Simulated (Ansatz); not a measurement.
Input

```
crystal:
  lattice:
    - [5.3884467093, 0.1145499262, -0.0425022352]
    - [-0.1145499262, -5.3268503476, 0.0395660568]
    - [0.0425022352, 0.0395660568, -5.3389733832]
  atoms:
    - { symbol: Zn, position: [0.0012196662, 0.4964630418, 0.4976193962] }
    - { symbol: Zn, position: [0.5049101907, 0.0003977134, 0.4956549754] }
    - { symbol: Zn, position: [0.4932422324, 0.4920800989, 0.0136631351] }
    - { symbol: Zn, position: [-0.0004150531, 0.00345352, -0.0010874718] }
    - { symbol: S, position: [0.7461978215, 0.7545326077, 0.7499736632] }
    - { symbol: S, position: [0.2557696975, 0.245281957, 0.7530717874] }
    - { symbol: S, position: [0.2508437975, 0.7555188062, 0.2503772824] }
    - { symbol: S, position: [0.7482316472, 0.252272255, 0.240727232] }
basis:
  ecutwfc: 500
kpoints:
  mp_grid: { grid: [4, 4, 4] }
hamiltonian:
  xc: r2scan
scf:
  occupations: { method: gaussian, width: 0.05 }
output:
  forces: true
  stress: true
  eigenvalues: true
  write_density: true
  write_potential: true
  elf: true
  volumetric_format: npy
```

Command:

```sh
ansatz run input.yaml --threads 1 --pin off --max-ram 2560MiB --backend cpu --events-out ev --progress --plain --runs-dir out
```

Below, planes, directions and counts refer to the conventional cell (a = 5.33 Å, b = 5.34 Å, c = 5.39 Å, α = 89.08°, β = 87.55°, γ = 89.14°).

Space group P1; changed on purpose from its base cell (all atoms moved at random (sigma 0.03 A a component), cell strained at random (sigma 0.03)); not relaxed (largest force 0.7 eV/Å); computed pressure about 2 GPa in this cell.

All numbers below come from DFT r2SCAN, scalar-relativistic, plane waves, PAW (Ansatz).

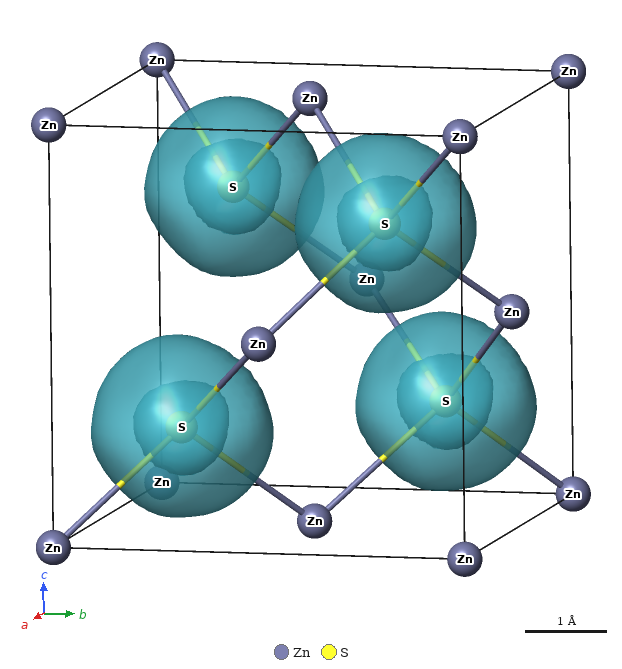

ZnS. Isosurface of the electron localisation function at 0.75 (cyan), seen slightly off an axis. Only the valence region is drawn (cores and ρ < 0.01 e/Å³ removed). Sticks mark near contacts.

Core electrons are frozen (PAW), and the valence fields are smoothed inside the atomic spheres.

**What do the ELF domains correspond to?**

The surface consists of four regions wrapped around S (the valence shell of each), counted in one cell of 8 atoms. Regions shared between cells count once. Along the contacts the grid gives the following. Zn–S (2.27 Å): the ELF peaks at about 0.90 in the valence shell of S, 0.8 Å from its nucleus, and is about 0.60 at the midpoint. Zn–S (2.31 Å): the ELF peaks at about 0.90 in the valence shell of S, 0.8 Å from its nucleus, and is about 0.60 at the midpoint.

**Does the calculation give a band gap?**

It is gapped, with a Kohn–Sham gap of 2.6 eV on the k-point mesh (the band edges may lie off the mesh, which would make the gap smaller).
